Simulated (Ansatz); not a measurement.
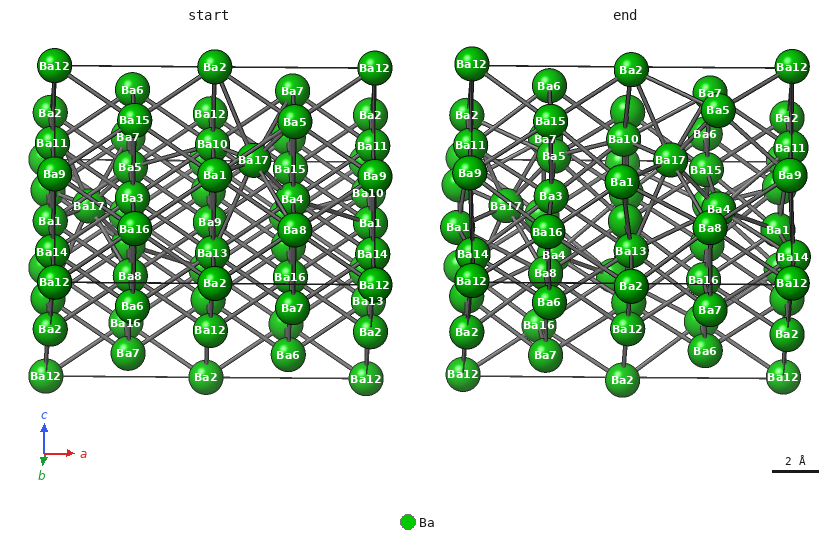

The structure of a defect cell of composition Ba before (left) and after (right) a relaxation, at one scale.

Style: ball-and-stick. Shown: the conventional cell (2 times the calculation's cell) (origin shifted), from a free direction. Lengths and directions refer to the drawn axes.

It is an interstitial Ba in bcc Ba. The run prepares an end point of a later path (interstitial hop) calculation, from a guessed geometry.

Level of theory: Ansatz 0.2.0, DFT PBE-D3(BJ), scalar-relativistic, plane waves, PAW.

Input file:
```yaml
crystal:
  lattice:
    - [10.04, 0.0, 0.0]
    - [0.0, 10.04, 0.0]
    - [0.0, 0.0, 10.04]
  atoms:
    - { symbol: Ba, position: [0.0, 0.0, 0.0] }
    - { symbol: Ba, position: [0.5, 0.0, 0.0] }
    - { symbol: Ba, position: [0.0, 0.5, 0.0] }
    - { symbol: Ba, position: [0.0, 0.0, 0.5] }
    - { symbol: Ba, position: [0.25, 0.25, 0.25] }
    - { symbol: Ba, position: [0.5, 0.5, 0.0] }
    - { symbol: Ba, position: [0.5, 0.0, 0.5] }
    - { symbol: Ba, position: [0.75, 0.25, 0.25] }
    - { symbol: Ba, position: [0.0, 0.5, 0.5] }
    - { symbol: Ba, position: [0.25, 0.75, 0.25] }
    - { symbol: Ba, position: [0.25, 0.25, 0.75] }
    - { symbol: Ba, position: [0.5, 0.5, 0.5] }
    - { symbol: Ba, position: [0.75, 0.75, 0.25] }
    - { symbol: Ba, position: [0.75, 0.25, 0.75] }
    - { symbol: Ba, position: [0.25, 0.75, 0.75] }
    - { symbol: Ba, position: [0.75, 0.75, 0.75] }
    - { symbol: Ba, position: [0.1257365, -0.0032069, 0.2537652] }
basis:
  ecutwfc: 420.0
kpoints:
  mp_grid: { grid: [2, 2, 2] }
hamiltonian:
  xc: pbe
  dispersion: d3bj
scf:
  occupations: { method: gaussian, width: 0.15 }
  lower_state_search: "off"
relax:
  f_tol: 0.03
  max_steps: 60
  adjacent_minimum: "off"
```

Launched with:
```bash
ansatz run input.yaml --threads 4 --pin off --max-ram 10240MiB --backend cpu --events-out ev --progress --plain --runs-dir out
```

Describe what moved and what it gained.

Answer. The energy falls by 2.546 eV per cell of the calculation in 12 accepted moves (14 points after the start). The largest force component goes from 2.9 to 0.022 eV/Å. The line search rejected the trial step at point 11 of the run. 1 step only repeated the SCF at the same geometry. The forces were under the threshold at step 4, but the run went on from there. The largest moves, 0.64 Å, are those of Ba1 and Ba5. Ba1 goes roughly along [−2 −1 −2]. The cell stays as it was. Near-neighbour distances that change, for instance: Ba1–Ba5 4.347 → 5.383 Å, Ba1–Ba10 4.347 → 5.354 Å, Ba4–Ba10 4.347 → 5.321 Å, Ba1–Ba4 5.020 → 4.061 Å.
